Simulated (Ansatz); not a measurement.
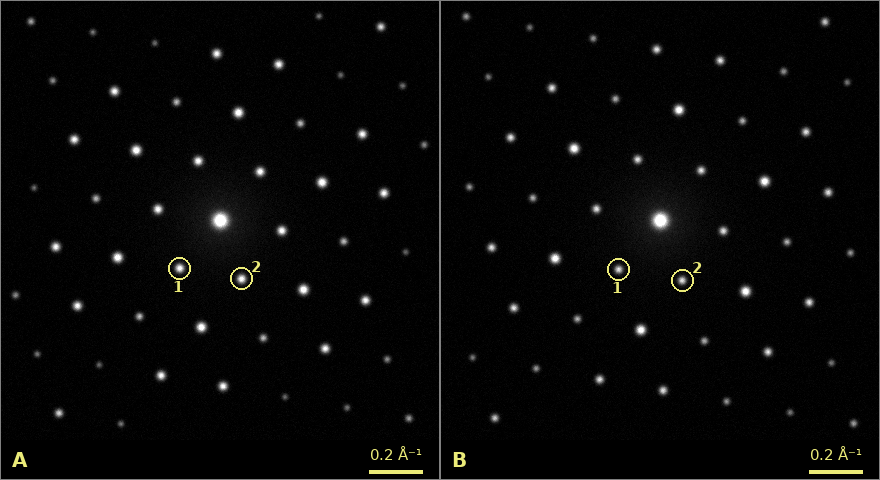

Kinematic electron diffraction patterns (200 kV, B = 0.5 Å², same scale) along [001] of the run's own cell, for the start and the end of one relaxation of Te with DFT HSE06, scalar-relativistic, plane waves, PAW (Ansatz 0.2.0). k mesh 6×6×4. The start is a known structure type, and the relaxation ends in the nearest stationary point of its symmetry, not necessarily the ground state. Spot 1 is -1 0 0 and spot 2 is 0 -1 0 in both.

Start structure:

```
CELL_PARAMETERS angstrom
4.73246 0.00000 0.00000
-2.36623 4.09843 0.00000
0.00000 0.00000 6.06008
ATOMIC_POSITIONS crystal
Te 0.25580 0.00000 0.83333
Te 0.00000 0.25580 0.16667
Te 0.74420 0.74420 0.50000
```

Question: Which pattern belongs to the start structure, and which to the relaxed one?

Answer: B is the start: its cell gives d(1) = 4.098 Å, d(2) = 4.098 Å and an angle of 60.0°. A is the relaxed structure, with d(1) = 4.202 Å (+2.5 %), d(2) = 4.202 Å (+2.5 %) and 60.0°.

Question: Name reflections whose intensity changes strongly on relaxation.

Answer: 0 1 0 goes from 33 to 64 % of the strongest spot; 1 -3 0 goes from 34 to 57 % of the strongest spot.

Question: What did the relaxation do to the structure and the energy?

Answer: The volume changed by -0.0 % to 39.18 Å³ an atom; with the mean shift removed, the atoms moved by up to 0.08 Å relative to the cell (Te most); the space group stayed P3_121 (No. 152); the free energy fell by 47 meV an atom. Relaxed cell: a = 4.853 Å, b = 4.853 Å, c = 5.764 Å, α = 90.00°, β = 90.00°, γ = 120.00°.
